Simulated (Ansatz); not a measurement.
## Single-point calculation, with input and output: CdO₂ (part 1 of 2)

System: CdO₂ (6 atoms in the cell).
Method: DFT r2SCAN, scalar-relativistic, plane waves, PAW, spin-polarised (Ansatz 0.2.0).

The structure derives from a Materials Project entry. It belongs to a series of runs on one base structure; here: antiferromagnetic, doubled cell, propagation vector (0, 1/2, 0). Figures and captions count atoms from 1; the log counts them from 0 in places.

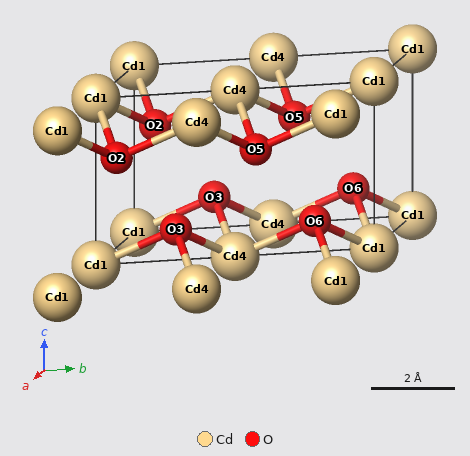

**Figure 1.** The structure as given in the input (ball-and-stick view of the cell of the calculation, repeated 2 × 1 × 1, seen slightly off an axis; atoms are numbered from 1 in the order of the input).

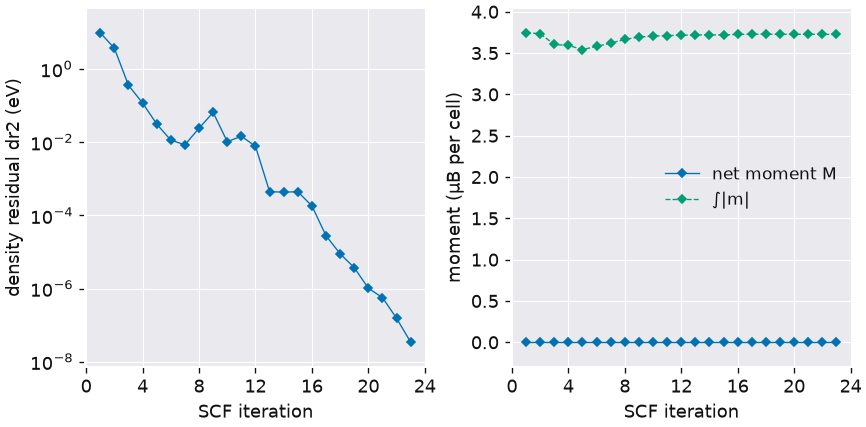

**Figure 2.** Convergence of the self-consistent field: density residual dr2 and magnetic moment against the SCF iteration. The residual falls unevenly and jumps up by a factor of two or more 2 times on the way down. The net moment stays at 0.0 μB per cell.

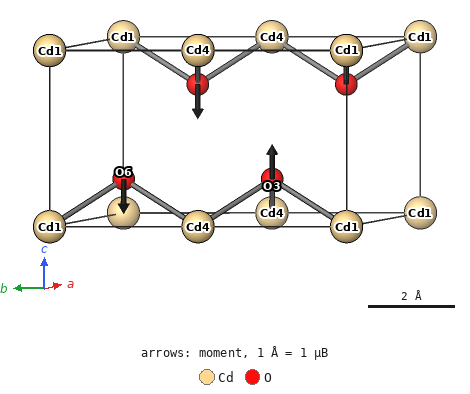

**Figure 3.** Magnetic moments of the sites as black arrows (ball-and-stick view of the cell of the calculation, seen at an oblique angle; atoms are numbered from 1 in the order of the input); small moments hardly show. The run is collinear, so the axis drawn is arbitrary. Site moments: O6 (−0.83 μB); O2, O3 (0.83 μB); O5 (−0.83 μB). They are counted near the atoms and needn't add up to the moment of the cell.

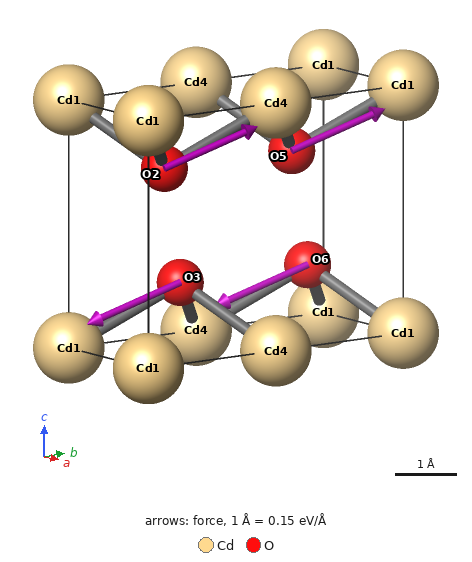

**Figure 4.** Forces on the atoms as pink arrows (ball-and-stick view of the cell of the calculation, seen slightly off an axis; atoms are numbered from 1 in the order of the input). The largest act on all 4 O atoms (0.27 eV/Å). The geometry is not a stationary point of this energy.

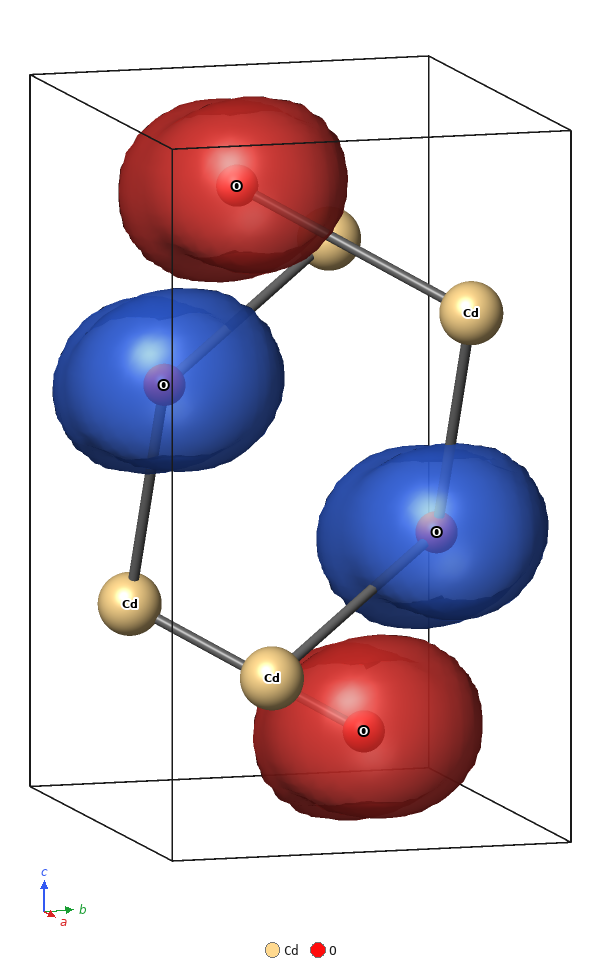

**Figure 5.** Isosurfaces of the magnetisation density (up minus down) at +0.03 (blue) and −0.03 e/Å³ (red), seen slightly off an axis. Sticks mark near contacts. The outline is the cell set on symmetry axes of the magnetic structure. The cell of the calculation (6 atoms) carries 0.0 μB net. In a PAW calculation such maps are meaningful between the atoms, not at the nuclei.

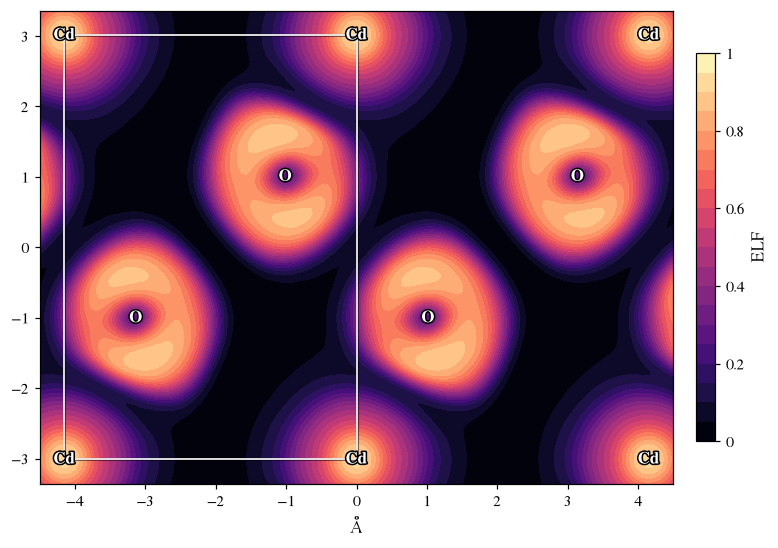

**Figure 6.** Electron localisation function on the (010) plane of the conventional cell of the magnetic structure. The section cuts through Cd and O sites. Cd–O (2.25 Å): the ELF peaks at about 0.85 in the valence shell of O, 0.6 Å from its nucleus, and drops to about 0.10 between the two atoms (no shared pair; the contact is polar). The strong features right at Cd lie inside the PAW spheres (semicore, d or f shells) and say nothing about bonding.

The input that produced these results follows, with the program's output.

**Input file**
```yaml
crystal:
  lattice:
    - [3.4762295762, 0.0, 0.0]
    - [-3.4762295762, 6.0210062447, 0.0]
    - [0.0, 0.0, 4.148076]
  atoms:
    - { symbol: Cd, position: [0.0, 0.0, 0.0] }
    - { symbol: O, position: [0.6666666667, 0.1666666667, 0.755781], spin: 1.0 }
    - { symbol: O, position: [0.3333333333, 0.3333333333, 0.244219], spin: 1.0 }
    - { symbol: Cd, position: [0.0, 0.5, 0.0] }
    - { symbol: O, position: [0.6666666667, 0.6666666667, 0.755781], spin: -1.0 }
    - { symbol: O, position: [0.3333333333, 0.8333333333, 0.244219], spin: -1.0 }
basis:
  ecutwfc: 500
kpoints:
  mp_grid: { grid: [12, 6, 10] }
hamiltonian:
  xc: r2scan
scf:
  occupations: { method: gaussian, width: 0.1 }
  lower_state_search: "off"
output:
  forces: true
  stress: true
  eigenvalues: true
  populations: true
  write_density: true
  write_potential: true
  elf: true
  volumetric_format: npy
magnetization:
  spin_polarized: true
```

Command:
```bash
ansatz run input.yaml --threads 1 --pin off --max-ram 2560MiB --backend cpu --events-out ev --progress --plain --runs-dir out
```

**The program's output**
```
Engine: ansatz 0.2.0, aarch64-unknown-linux-gnu
Pseudopotentials: kind: paw
Pseudopotential: Cd, paw, valence charge 20, recommended cutoff 500 eV (meta_gga), Cd.paw.azcp
Pseudopotential: O, paw, valence charge 6, recommended cutoff 500 eV (meta_gga), O.paw.azcp
Functional definition: r2SCAN
  parameter k0 = 0.174
  parameter k1 = 0.065
  parameter a1 = 4.9479
  exchange = r2scan_x(k0 = k0, k1 = k1, a1 = a1)
  correlation = r2scan_c
Crystal: 6 atoms, lattice volume = 86.821 Å³
Basis set: ecut = 500 eV, 2239 PW (Γ), exchange–correlation on 108×216×128 points (64 copies of the dense FFT grid, shifted against one another)
Bands: 41, of which v1, the nominal top of the filled ones, is band 32 counted from 1 (31 counted from 0)
Symmetry: 4 space group operations
Space group: P21/m (ITA 11), of the structure as read, at distance tolerance 4.4e-5 Å
Magnetic group: BNS 11.57 (UNI 64), of the structure as read, at distance tolerance 4.4e-5 Å
k-points: 218 of 720
Non-local potential: Cd, projectors of the file, l = 0: 3, l = 1: 2, l = 2: 2, l = 3: 1
Non-local potential: O, projectors of the file, l = 0: 2, l = 1: 2, l = 2: 1
PAW form: soft (Blöchl's): semilocal exchange-correlation on the pseudo side does not see the compensation charge
PAW frozen core: Cd, regenerated for the run's functional (the file was generated under x = pbe(κ = 0.804, μ = 0.2195149727645171), c = pbe(β = 0.06672455060314922))
PAW frozen core: O, regenerated for the run's functional (the file was generated under x = pbe(κ = 0.804, μ = 0.2195149727645171), c = pbe(β = 0.06672455060314922))
PAW one-centre angular grid: Cd, 590 points (default); XC on 160 Gauss nodes
PAW one-centre angular grid: O, 302 points (default); XC on 160 Gauss nodes
Initial density: superposition of atomic densities (chi_scale 0.1, normalization cell, long waves kept (reshape's long-wave potential 0.04 eV rms))
Starting moments: Σ|m| = 4 μB on 4 of 6 sites
Starting magnetic order: antiferromagnet; a translation exchanges its spin sublattices: spin-degenerate at every k-point
Initial wavefunctions: pseudopotential atomic-orbital guess
Functional: x = r2scan, c = r2scan; τ floored in thin density (d = 2e-4 eV/Å³)
```
